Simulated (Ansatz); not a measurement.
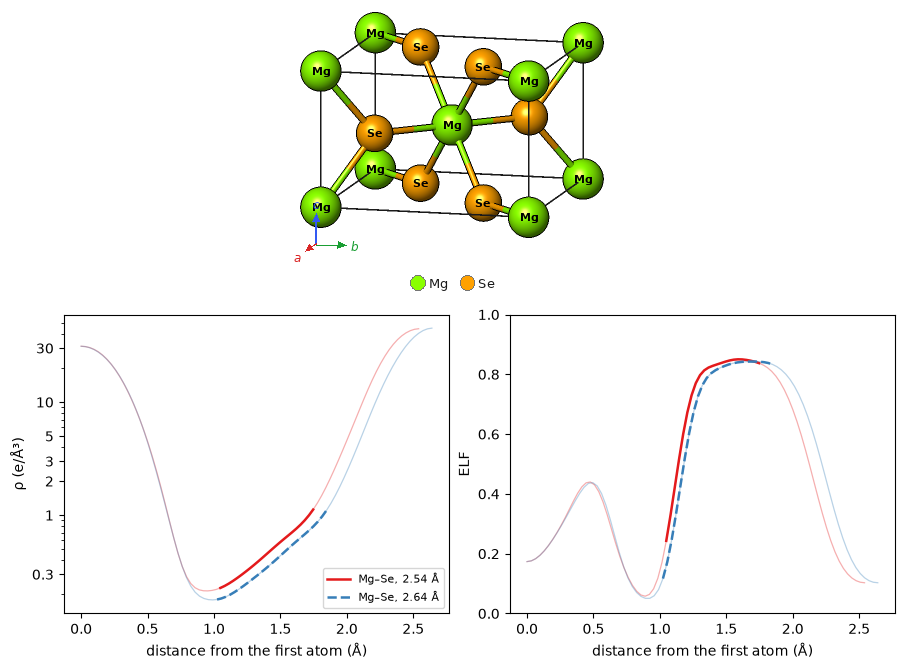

Figure 1: MgSe2. Valence pseudo-density and electron localisation function along straight lines between neighbouring atoms. Thin, pale parts lie inside the atomic spheres. The structure is drawn too.

Space group P4₂/mnm; a structure from a database of computed crystals, not necessarily the ambient phase; started from the MgH2-136 prototype, which need not be the ambient phase.

All numbers below come from DFT, PBEsol, plane waves, PAW (Ansatz).

The density is the valence pseudo-density of a PAW calculation; it isn't the true density close to the nuclei.

Input

```
crystal:
  lattice:
    - [5.86401375, 0.0, 0.0]
    - [0.0, 5.86401375, 0.0]
    - [0.0, 0.0, 3.91991906]
  atoms:
    - { symbol: Mg, position: [0.5, 0.5, 0.5] }
    - { symbol: Mg, position: [0.0, 0.0, 0.0] }
    - { symbol: Se, position: [0.695572, 0.695572, 0.0] }
    - { symbol: Se, position: [0.804428, 0.195572, 0.5] }
    - { symbol: Se, position: [0.304428, 0.304428, 0.0] }
    - { symbol: Se, position: [0.195572, 0.804428, 0.5] }
kpoints:
  mp_grid: { grid: [4, 4, 6] }
hamiltonian:
  xc: pbesol
scf:
  occupations: { method: fermi_dirac, width: 0.03 }
relax:
  f_tol: 0.01
  cell: {}
  max_steps: 120
output:
  write_density: true
  write_potential: true
  elf: true
  volumetric_format: npy
```

Launched as:

```sh
ansatz run input.yaml --threads 2 --pin off --max-ram 2211MiB --backend cpu --events-out ev --progress --plain --runs-dir out
```

Below, planes, directions and counts refer to the conventional cell (a = 6.09 Å, b = 6.09 Å, c = 3.93 Å, α = 90.00°, β = 90.00°, γ = 90.00°).

The fields are those of the relaxed geometry.

What can be read from the curves?

Answer. Mg–Se (2.54 Å): ρ at the midpoint is about 0.34 e/Å³; the ELF is about 0.75 at the midpoint: an ionic contact with no shared pair.
Mg–Se (2.64 Å): the density is about 0.29 e/Å³ at the midpoint; the ELF is about 0.75 at the midpoint: a largely ionic contact.
